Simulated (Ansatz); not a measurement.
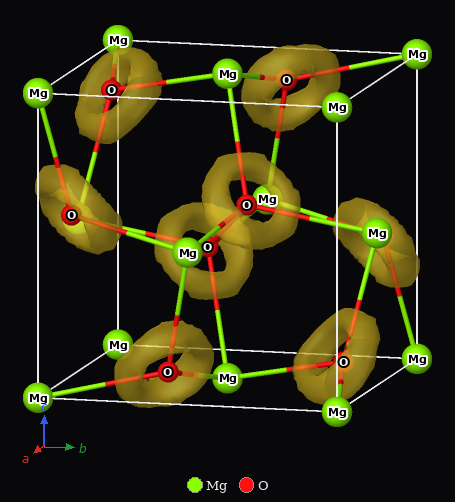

The picture shows: MgO2. Isosurface of the ELF at 0.85 (yellow), seen slightly off an axis. Only the valence region is drawn (cores and ρ < 0.01 e/Å³ removed). Sticks mark near contacts.

Space group Pa-3; a structure from a database of computed crystals, not necessarily the ambient phase.

All numbers below come from DFT PBEsol, scalar-relativistic, plane waves, PAW in Ansatz.

In a PAW calculation such maps are meaningful between the atoms, not at the nuclei.

```xyz
12
Lattice="4.8408 0.0000 0.0000 0.0000 4.8408 0.0000 0.0000 0.0000 4.8408" Properties=species:S:1:pos:R:3 pbc="T T T"
Mg    0.0000    2.4204    2.4204
Mg    2.4204    2.4204    0.0000
Mg    2.4204    0.0000    2.4204
Mg    0.0000    0.0000    0.0000
O     1.9926    0.4278    4.4130
O     0.4278    4.4130    1.9926
O     4.4130    1.9926    0.4278
O     2.8482    2.8482    2.8482
O     1.9926    1.9926    1.9926
O     0.4278    2.8482    4.4130
O     4.4130    0.4278    2.8482
O     2.8482    4.4130    0.4278
```

> Identify the bonds, lone pairs and shells in this picture.

At this value the surface marks out eight regions wrapped around O (the valence shell of each), counted in one cell of 12 atoms. Any copies at cell faces, edges or corners count once. Profiles from the grid: O–O (1.48 Å): the ELF peaks at about 0.70 between the atoms. Mg–O (2.08 Å): the ELF peaks at about 0.90 in the valence shell of O, 0.8 Å from its nucleus, and is about 0.40 at the midpoint; a closed-shell, largely ionic contact.
